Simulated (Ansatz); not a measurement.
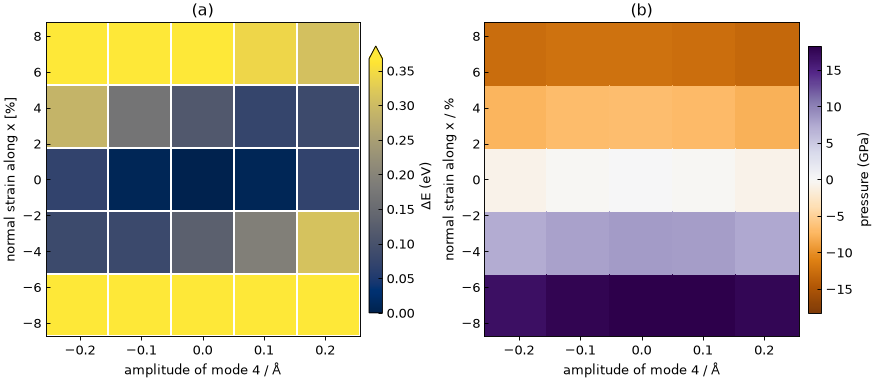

Hf2N (P4_2/mnm, No. 136; 6 atoms in the cell). 
- The energy is mapped over a normal mode and a strain (zone-centre modes of the 6-atom cell of this scan) (x along [1 0 0], y along [0 1 0], z along [0 0 1] of the conventional cell).
- The first coordinate is: amplitude of mode 4 (18 cm⁻¹), largest displacement in the unstrained cell; the second: normal strain along x.
- Nothing is relaxed (the pattern is fixed in fractional coordinates).
- The grid has 5 × 5 points; 23 points were computed and 2 follow by symmetry.
- Points are written as (first, second).
- Energies: eV per cell, counted from the lowest grid point.
- All numbers below come from Ansatz, DFT LDA, scalar-relativistic, plane waves, PAW. Settings: cutoff 520 eV, k-mesh 8×8×12 in the order of the run's cell vectors, gaussian smearing 0.15 eV, no spin polarisation.

Panel (a) is the energy; panel (b) is the computed pressure, in GPa.

Drawn: one coloured cell a grid point, one colour for all values above the top of the scale.

> How does the pressure vary over the map, and what is it at the lowest grid point?

It runs from −13.2 GPa at (0.205 Å, 7.0 %) to 18.3 GPa at (0.000 Å, −7.0 %). At the lowest grid point, (0.000 Å, 0.0 %), it is 0.0 GPa.

| second ↓, first → | −0.205 | −0.102 | 0.000 | 0.102 | 0.205 |
| --- | --- | --- | --- | --- | --- |
| 7.0 | −12.8 | −12.3 | −12.3 | −12.6 | −13.2 |
| 3.5 | −7.4 | −6.9 | −6.8 | −7.1 | −7.7 |
| 0.0 | −0.8 | −0.2 | 0.0 | −0.2 | −0.8 |
| −3.5 | 7.2 | 8.0 | 8.3 | 8.2 | 7.5 |
| −7.0 | 16.8 | 17.8 | 18.3 | 18.2 | 17.6 |

PAW datasets: the set soft_1.
